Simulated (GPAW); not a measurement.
## STM contrast on Ga2SSe monolayer

Wanted: filled- and empty-state images of Ga2SSe monolayer, with its work function.

Main program and level: GPAW 26.7.0; GPAW, PAW setups; layer in a repeated cell with vacuum, relaxation of atoms and in-plane cell, in the first sound run; inputs show where later runs differ.

### 1. The starting structure

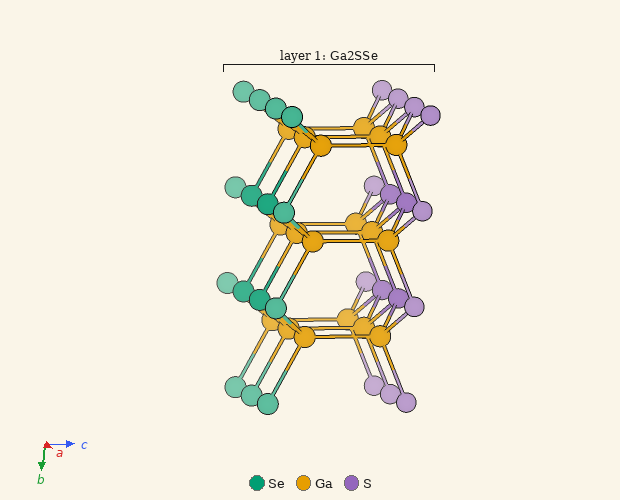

Start, viewed from the side, with the c axis across the page; selenium teal, gallium orange, sulfur purple. 2×2×1 cells are drawn. Some periodic images of atoms are drawn too.

The cell holds 4 atoms: 1 Se, 2 Ga and 1 S. Its edges and angles: a = 3.705 Å, b = 3.705 Å, c = 18.480 Å, α = 90.0°, β = 90.0°, γ = 120.0°. Vacuum lies along c.

### 2. Relaxing the atoms

Forces are removed first; all later runs use this geometry.

File run.py:

```python
import json
import numpy as np
from ase import Atoms
from ase.filters import FrechetCellFilter
from ase.optimize import BFGS
from gpaw import GPAW, PW

slab = Atoms(
    ['Se', 'Ga', 'Ga', 'S'],
    positions=[
        [-0.00000, 2.13908, 7.00000],
        [0.00000, 0.00000, 8.19450],
        [0.00000, 0.00000, 10.63450],
        [-0.00000, 2.13908, 11.47968]],
    cell=[[3.705, 0.0, 0.0], [-1.8525, 3.20862, 0.0], [0.0, 0.0, 18.4797]],
    pbc=[True, True, True])

slab.calc = GPAW(mode=PW(600), xc='PBE', kpts={'size': (9, 9, 1), 'gamma': True},
                 occupations={'name': 'fermi-dirac', 'width': 0.05}, nbands='200%',
                 convergence={'density': 1e-05}, maxiter=200,
                 symmetry={'tolerance': 1e-3}, txt='slab.txt')
result = {}
# The in-plane cell is free; stress needs a cell that repeats along all three vectors
path = []
opt = BFGS(FrechetCellFilter(slab, mask=[1, 1, 0, 0, 0, 1]), maxstep=0.2)
opt.attach(lambda: path.append((slab.get_potential_energy(), slab.positions.tolist(), slab.get_forces().tolist())))
result['relaxed'] = bool(opt.run(fmax=0.02, steps=45))
result['path'] = path
result['cell'] = slab.cell.tolist()
print('in-plane lattice', slab.cell.cellpar().round(4)[[0, 1, 5]])
energy = slab.get_potential_energy()
fermi = slab.calc.get_fermi_level()
v = slab.calc.get_electrostatic_potential().mean((0, 1)) - fermi
n = slab.calc.get_pseudo_density().mean((0, 1))
L = slab.cell[2, 2]
z = np.arange(len(v)) * L / len(v)
low, high = slab.positions[:, 2].min(), slab.positions[:, 2].max()
below, above = np.interp([low - 4.8, high + 4.8], z, v)
slopes = [np.interp(x, z, np.gradient(v, z)) for x in (low - 4.8, high + 4.8)]
eps = np.array([[slab.calc.get_eigenvalues(k, s) for k in range(len(slab.calc.get_ibz_k_points()))]
                for s in range(slab.calc.get_number_of_spins())]) - fermi
top, bottom = eps[eps < 0].max(), eps[eps > 0].min()
dipole = slab.get_dipole_moment()[2]
print(f'energy {energy:.4f} eV, Fermi level {fermi:.4f} eV, dipole {dipole:.5f} e A')
print(f'potential 4.8 A off the faces, from the Fermi level: lower {below:.4f} eV, upper {above:.4f} eV')
print(f'slope of the potential there: lower {slopes[0]:.5f}, upper {slopes[1]:.5f} eV/A')
print(f'nearest levels on the mesh: {top:.4f} and {bottom:.4f} eV')
print('magnetic moment', round(slab.get_magnetic_moment(), 3))
result.update(energy=energy, fermi=fermi, dipole=dipole, below=below, above=above, slopes=slopes, edges=[top, bottom],
              z=z.tolist(), v=v.tolist(), n=n.tolist(), positions=slab.positions.tolist(),
              forces=slab.get_forces(apply_constraint=False).tolist(), moments=slab.get_magnetic_moments().tolist())
json.dump(result, open('result.json', 'w'))
```

Started as:

```console
$ OMP_NUM_THREADS=1 OPENBLAS_NUM_THREADS=1 python run.py
```

The log of the run:

```text
Step          Energy          fmax
BFGS:    0      -15.652377        1.689997
BFGS:    1      -15.726359        1.336872
BFGS:    2      -15.821403        0.646282
BFGS:    3      -15.831297        0.495809
BFGS:    4      -15.850883        0.291816
BFGS:    5      -15.853516        0.276121
BFGS:    6      -15.857278        0.172467
BFGS:    7      -15.858900        0.091526
BFGS:    8      -15.859632        0.082031
BFGS:    9      -15.860059        0.077814
BFGS:   10      -15.860615        0.093133
BFGS:   11      -15.861186        0.091641
BFGS:   12      -15.861497        0.043321
BFGS:   13      -15.861558        0.007864
in-plane lattice [  3.7332   3.7332 120.    ]
energy -15.8616 eV, Fermi level -0.8699 eV, dipole -0.02918 e A
potential 4.8 A off the faces, from the Fermi level: lower 4.9091 eV, upper 5.0062 eV
slope of the potential there: lower -0.02354, upper -0.02350 eV/A
nearest levels on the mesh: -1.0961 and 0.9215 eV
magnetic moment 0.0
```

Wall time 5.8 min (1 thread of Arm Neoverse V2, shared host); peak memory 0.4 GiB.

Numbers from this step:

* dipole along the normal: -0.02918 e·Å
* levels nearest the Fermi level on the mesh: -1.096, 0.9215 eV from the Fermi level

The electrostatic potential energy of an electron (without an applied field's), less the Fermi level, planar mean oscillates, so the rows of the table below give means over windows of 2 Å about each position, cut where the curve ends. Its maxima inside the range that stand out by 2 % of the span (Å: eV): 7.6: -7.42, 9.3: 1.84, 11.1: -8.74. Its minima: 7.0: -16.3, 8.1: -9.93, 10.6: -10.2, 11.6: -14.6.

Table of electrostatic potential energy of an electron (without an applied field's), less the Fermi level, planar mean by z; means over each step:

| z (Å) | electrostatic potential energy of an electron (without an applied field's), less the Fermi level, planar mean (eV) |
| --- | --- |
| 0 | 4.95 |
| 2 | 4.91 |
| 4 | 4.84 |
| 6 | -1.68 |
| 8 | -7.61 |
| 10 | -3.47 |
| 12 | -5.08 |
| 14 | 4.96 |
| 16 | 5.02 |
| 18 | 4.98 |

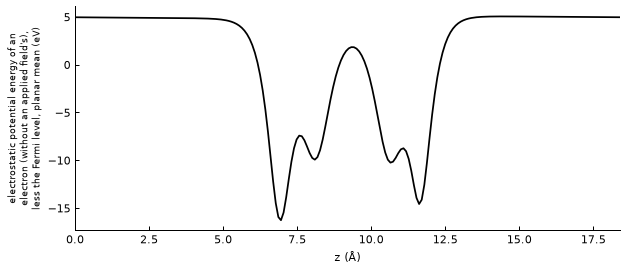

Electrostatic potential energy of an electron (without an applied field's), less the Fermi level, planar mean against z.

The pseudo valence density, planar mean oscillates, so the rows of the table below give means over windows of 2 Å about each position, cut where the curve ends. Its maxima inside the range that stand out by 2 % of the span (Å: e/Å³): 6.5: 0.313, 7.4: 0.412, 8.6: 0.154, 10.0: 0.156, 11.3: 0.424. Its minima: 6.9: 0.192, 8.3: 0.0539, 9.3: 0.0990, 10.6: 0.0569.

The pseudo valence density, planar mean by z; means over each step:

| z (Å) | pseudo valence density, planar mean (e/Å³) |
| --- | --- |
| 2 | 3.7e-6 |
| 4 | 0.00129 |
| 6 | 0.142 |
| 8 | 0.210 |
| 10 | 0.129 |
| 12 | 0.258 |
| 14 | 0.00557 |
| 16 | 1.3e-5 |

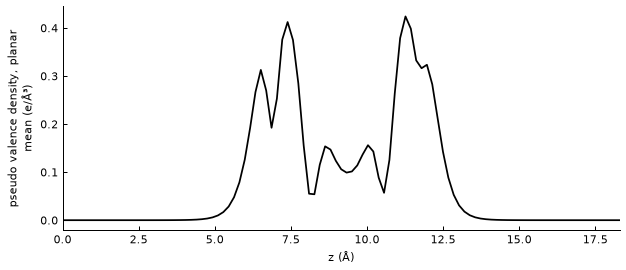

Pseudo valence density, planar mean, plotted against z.

The relaxation lowered the energy of the cell by 0.209 eV (energies extrapolated to zero smearing; the optimiser's log prints free energies). The largest force left on a free atom is 0.0079 eV/Å.

### 3. The slab's potential

With the geometry fixed, the planar mean of the potential gives the vacuum level on each side.

This step: GPAW, PAW setups; slab in vacuum (GPAW 26.7.0).

The cell differs from the one that the last finished run ended in (c 18.480 → 18.748 Å).

File run.py:

```python
import json
import numpy as np
from ase import Atoms
from ase.dft.stm import STM
from gpaw import GPAW, PW

slab = Atoms(
    ['Se', 'Ga', 'Ga', 'S'],
    positions=[
        [0.00000, 2.15534, 7.00000],
        [0.00000, 0.00000, 8.21950],
        [-0.00000, -0.00000, 10.69592],
        [0.00000, 2.15534, 11.74851]],
    cell=[[3.73316, 0.0, 0.0], [-1.86658, 3.23301, 0.0], [0.0, 0.0, 18.7485]],
    pbc=[True, True, False])

slab.calc = GPAW(mode=PW(400), xc='PBE', kpts={'size': (9, 9, 1), 'gamma': True},
                 occupations={'name': 'fermi-dirac', 'width': 0.05}, nbands='200%',
                 convergence={'density': 1e-05}, maxiter=200,
                 poissonsolver={'dipolelayer': 'xy'},
                 symmetry={'tolerance': 1e-3}, txt='slab.txt')
result = {}
energy = slab.get_potential_energy()
fermi = slab.calc.get_fermi_level()
v = slab.calc.get_electrostatic_potential().mean((0, 1)) - fermi
n = slab.calc.get_pseudo_density().mean((0, 1))
L = slab.cell[2, 2]
z = np.arange(len(v)) * L / len(v)
low, high = slab.positions[:, 2].min(), slab.positions[:, 2].max()
below, above = np.interp([low - 4.8, high + 4.8], z, v)
slopes = [np.interp(x, z, np.gradient(v, z)) for x in (low - 4.8, high + 4.8)]
eps = np.array([[slab.calc.get_eigenvalues(k, s) for k in range(len(slab.calc.get_ibz_k_points()))]
                for s in range(slab.calc.get_number_of_spins())]) - fermi
top, bottom = eps[eps < 0].max(), eps[eps > 0].min()
dipole = slab.get_dipole_moment()[2]
print(f'energy {energy:.4f} eV, Fermi level {fermi:.4f} eV, dipole {dipole:.5f} e A')
print(f'potential 4.8 A off the faces, from the Fermi level: lower {below:.4f} eV, upper {above:.4f} eV')
print(f'slope of the potential there: lower {slopes[0]:.5f}, upper {slopes[1]:.5f} eV/A')
print(f'nearest levels on the mesh: {top:.4f} and {bottom:.4f} eV')
print('magnetic moment', round(slab.get_magnetic_moment(), 3))
result.update(energy=energy, fermi=fermi, dipole=dipole, below=below, above=above, slopes=slopes, edges=[top, bottom],
              z=z.tolist(), v=v.tolist(), n=n.tolist(), positions=slab.positions.tolist(),
              forces=slab.get_forces(apply_constraint=False).tolist(), moments=slab.get_magnetic_moments().tolist())

# Images need the states of the whole zone, up to time reversal
slab.calc = slab.calc.fixed_density(symmetry={'point_group': False}, txt='states.txt', nbands='320%',
                                    convergence={'bands': 'CBM+2.3'})
stm = STM(slab)
result['stm'] = []
for bias in [-1.5, 2.0]:
    height = high + 3.5
    current = stm.get_averaged_current(bias, height)
    x, y, h = stm.scan(bias, current)
    i, f = divmod(height / L * stm.ldos.shape[2], 1)
    I = abs((1 - f) * stm.ldos[:, :, int(i)] + f * stm.ldos[:, :, int(i) + 1])
    print(f'bias {bias} V: mean current at 3.5 A {current:.4e}, corrugation {np.ptp(h):.4f} A')
    result['stm'].append(dict(bias=bias, current=current, h=(h - high).tolist(), I=I.tolist()))
json.dump(result, open('result.json', 'w'))
```

The log of the run:

```text
energy -15.8407 eV, Fermi level -0.9573 eV, dipole -0.01889 e A
potential 4.8 A off the faces, from the Fermi level: lower 4.8475 eV, upper 5.1276 eV
slope of the potential there: lower -0.00006, upper -0.00002 eV/A
nearest levels on the mesh: -1.0687 and 0.9516 eV
magnetic moment 0.0
bias -1.5 V: mean current at 3.5 A 9.2327e-06, corrugation 0.2738 A
bias 2.0 V: mean current at 3.5 A 2.1988e-05, corrugation 0.1672 A
```

The job ended after 60 s (1 thread; peak memory 0.34 GiB).

Numbers from this step:

```
dipole along the normal                    : -0.01889 e·Å
levels nearest the Fermi level on the mesh : -1.069, 0.9516 eV from the Fermi level
upper work function                        : 5.128 eV
lower work function                        : 4.847 eV
corrugation -1.5                           : 0.2738 Å
corrugation 2                              : 0.1672 Å
upper ionisation energy                    : 6.196 eV
```

The electrostatic potential energy of an electron (without an applied field's), less the Fermi level, planar mean oscillates, so the rows of the table below give means over windows of 2 Å about each position, cut where the curve ends. Its maxima inside the range that stand out by 2 % of the span (Å: eV): 7.7: -7.38, 9.5: 1.87, 11.1: -8.71. Its minima: 7.0: -16.1, 8.2: -9.84, 10.7: -10.2, 11.7: -14.4.

Table of electrostatic potential energy of an electron (without an applied field's), less the Fermi level, planar mean by z; means over each step:

| z (Å) | electrostatic potential energy of an electron (without an applied field's), less the Fermi level, planar mean (eV) |
| --- | --- |
| 0 | 4.87 |
| 2 | 4.85 |
| 4 | 4.83 |
| 6 | -0.741 |
| 8 | -8.31 |
| 10 | -3.03 |
| 12 | -5.65 |
| 14 | 4.99 |
| 16 | 5.13 |
| 18 | 5.12 |

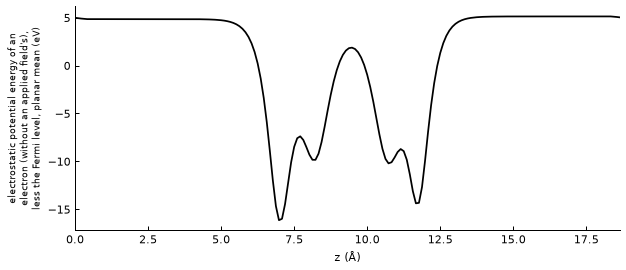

Electrostatic potential energy of an electron (without an applied field's), less the Fermi level, planar mean, plotted against z.

The pseudo valence density, planar mean oscillates, so the rows of the table below give means over windows of 1 Å about each position, cut where the curve ends. Its maxima inside the range that stand out by 2 % of the span (Å: e/Å³): 6.7: 0.309, 7.5: 0.411, 8.7: 0.155, 10.2: 0.155, 11.5: 0.417. Its minima: 6.9: 0.218, 8.3: 0.0476, 9.4: 0.0998, 10.6: 0.0563.

Pseudo valence density, planar mean against z; means over each step:

| z (Å) | pseudo valence density, planar mean (e/Å³) |
| --- | --- |
| 3 | 2.4e-5 |
| 4 | 4.4e-4 |
| 5 | 0.00858 |
| 6 | 0.127 |
| 7 | 0.293 |
| 8 | 0.199 |
| 9 | 0.123 |
| 10 | 0.124 |
| 11 | 0.249 |
| 12 | 0.304 |
| 13 | 0.0609 |
| 14 | 0.00304 |
| 15 | 1.5e-4 |
| 16 | 7.6e-6 |

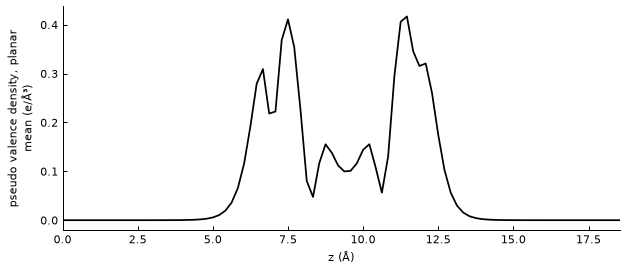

Pseudo valence density, planar mean, plotted against z.

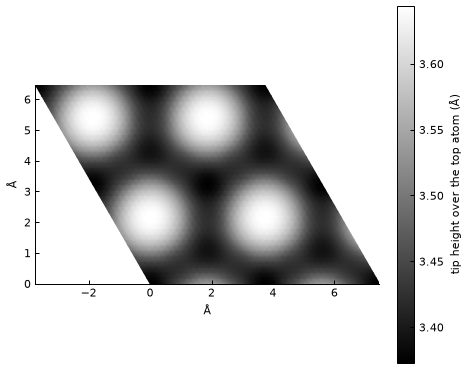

Tip height over the top atom over a1 and a2. Sample bias -1.5 V, constant current at the mean current 3.5 Å over the top atom. The cell is repeated, with its origin at the lower left corner.

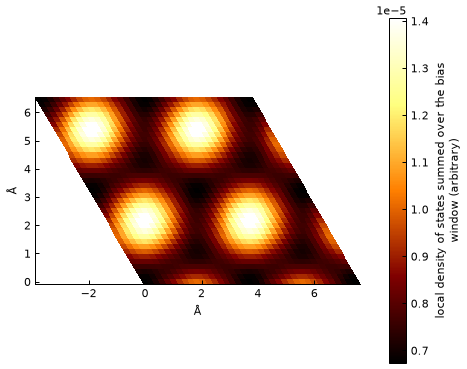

Local density of states summed over the bias window over a1 and a2. Sample bias -1.5 V, constant height 3.5 Å over the top atom. The cell is repeated, with its origin at the lower left corner.

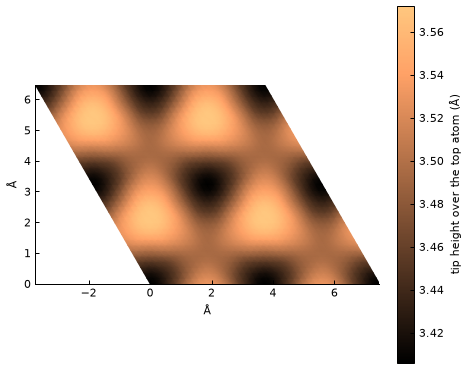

Tip height over the top atom over a1 and a2. Sample bias 2 V, constant current at the mean current 3.5 Å over the top atom. The cell is repeated, with its origin at the lower left corner.

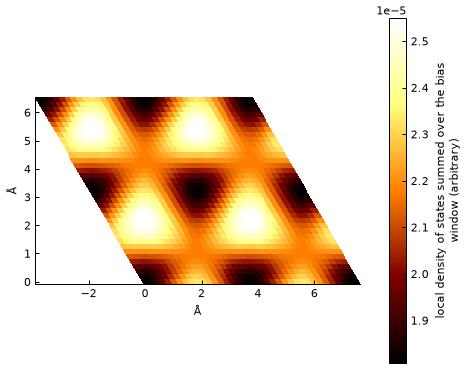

Local density of states summed over the bias window over a1 and a2. Sample bias 2 V, constant height 3.5 Å over the top atom. The cell is repeated, with its origin at the lower left corner.

The layer is gapped, so the Fermi level lies somewhere inside the gap, set by smearing and numerics, and these work functions are no property of the material; the band edges below the vacuum level are. The potential is flat to 6.4e-5 eV/Å where it is read, so the vacuum is wide enough.

### 4. Summary of results

```
work function, upper and lower face (Fermi level placed in the gap by the smearing) : 5.128 and 4.847 eV
ionisation energy from the upper face (highest filled level on the mesh)            : 6.20 eV
electron affinity from the upper face (lowest empty Kohn-Sham level on the mesh)    : 4.18 eV
dipole along the normal                                                             : -0.0189 e Å
corrugation at -1.5 V                                                               : 0.274 Å
corrugation at 2 V                                                                  : 0.167 Å
```

In words: The corrugation at constant current is largest at -1.5 V, where the tip height varies by 0.27 Å over the cell. Negative sample bias images filled states, positive bias empty ones. The two faces differ by 0.28 eV, the step that the slab's dipole makes (e p/(ε0 A) gives 0.28 eV), so the dipole layer is needed. The levels nearest the Fermi level on the mesh lie 2.02 eV apart, so the slab is gapped there: the smearing puts the Fermi level inside the gap, and from either face the ionisation energy is the work function plus 1.1 eV. Both are Kohn-Sham levels on the mesh, and semilocal gaps are too small, so the affinity tends to come out too large and the ionisation energy too small. The images are of Tersoff-Hamann type: an s-wave tip, no tip-sample forces, heights closer than in a microscope. The relaxation of atoms and cell ran in a fully periodic cell without the dipole layer, so the atoms of this polar layer felt a small spurious field. Biases count from a Fermi level whose place in the gap is arbitrary, so only their reach past the band edges has a meaning. The layer's cell and atoms come from the relaxation; spin-orbit coupling and temperature are left out.

[Logs are printed without paths, hosts, clocks, repeated set-up lines and the standing remarks that a program may print on its own settings, such as how far it seeks lower states.]

[Hosts, paths, dates, database ids (printed as entryN), source tags and the programs' standing remarks are cut or masked in the printed files.]
